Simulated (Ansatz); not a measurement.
# NaH: what the fields show

Input file:

```
crystal:
  lattice:
    - [0.0, 2.62860349, 2.5969210531]
    - [2.62860349, 0.0, 2.5969210531]
    - [2.62860349, 2.62860349, 0.0]
  atoms:
    - { symbol: Na, position: [0.0, 0.0, 0.0] }
    - { symbol: H, position: [0.25, 0.25, 0.25] }
kpoints:
  mp_grid: { grid: [8, 8, 8] }
  band_path:
    path:
      - [0.0, 0.0, 0.0]
      - [-0.5, -0.5, 0.0]
      - [-0.375, -0.375, 0.25]
      - [-0.375, 0.0, 0.375]
      - [0.0, 0.0, 0.5]
      - [-0.5, -0.25, 0.25]
      - [0.276042, -0.5, -0.223958]
    npoints: 1
hamiltonian:
  xc: pbe
scf:
  occupations: { method: fermi_dirac, width: 0.02 }
  n_extra_bands: 4
output:
  forces: true
  stress: true
  eigenvalues: true
  write_density: true
  write_potential: true
  elf: true
  volumetric_format: npy
```

Run with:

```sh
ansatz run input.yaml --threads 4 --pin off --max-ram 3686MiB --backend cpu --events-out ev --progress --plain --runs-dir out
```

Below, planes, directions and counts refer to the conventional cell (a = 3.72 Å, b = 3.72 Å, c = 5.19 Å, α = 90.00°, β = 90.00°, γ = 90.00°).

Space group I-4m2; started from the zincblende prototype, which need not be the ambient phase; changed on purpose from its base cell (biaxial xy strain +1.2%).

Theory: DFT, PBE, plane waves, PAW (Ansatz).

Core electrons are frozen (PAW), and the valence fields are smoothed inside the atomic spheres.

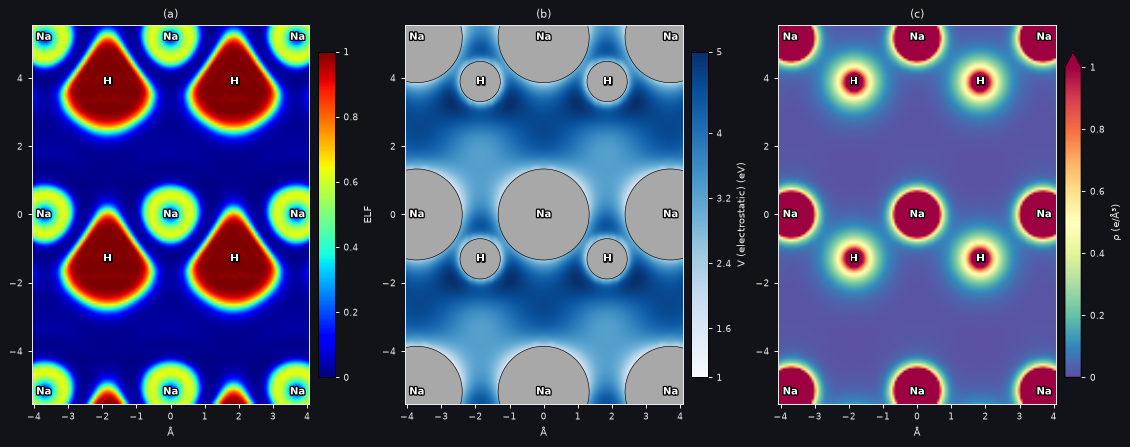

Figure 1. (a) electron localisation function; (b) electrostatic potential energy of an electron; (c) valence pseudo-density on the (010) plane of the conventional cell. Grey discs cover the atomic cores in the potential map.

What does the map show?

Answer. Atoms in the plane: Na and H. Na–H (2.27 Å): ρ is about 0.1 e/Å³ halfway; the ELF climbs to about 1 towards the hydrogen (a hydride-like H with a filled shell, bound largely ionically). Between the atoms the lowest density in this plane is 0.008 e/Å³. The features right at Na lie inside the PAW spheres, where the map follows smoothed inner orbitals and isn't to be read closely. Outside the cores the potential energy rises away from the atoms and is highest about 1.1 Å from the nearest atoms; its zero is arbitrary.

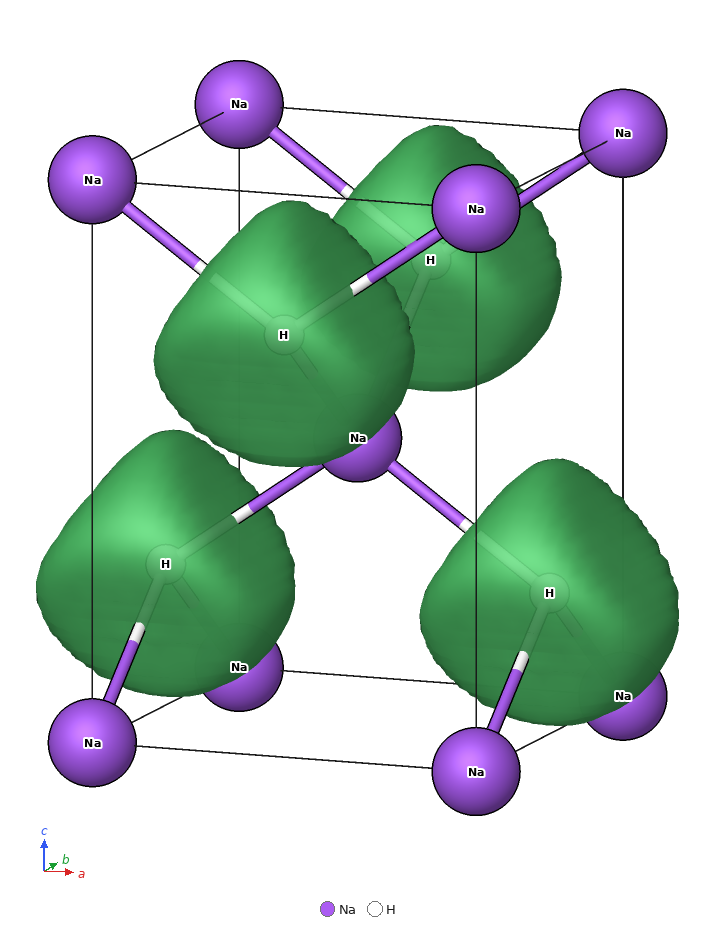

Figure 2. Isosurface of the electron localisation function at 0.85 (green), seen slightly off an axis. Only the valence region is drawn (cores and ρ < 0.01 e/Å³ removed). Sticks mark near contacts.

Where are the electrons localised?

Answer. The ELF exceeds this value in two regions around hydrogen nuclei, counted in one cell of 4 atoms. Any copies at cell faces, edges or corners count once.

Does the calculation make it a metal, or give it a gap?

Answer. It is gapped, with a Kohn–Sham gap of 3.6 eV on the k-point mesh (the band edges may lie off the mesh, which would make the gap smaller).
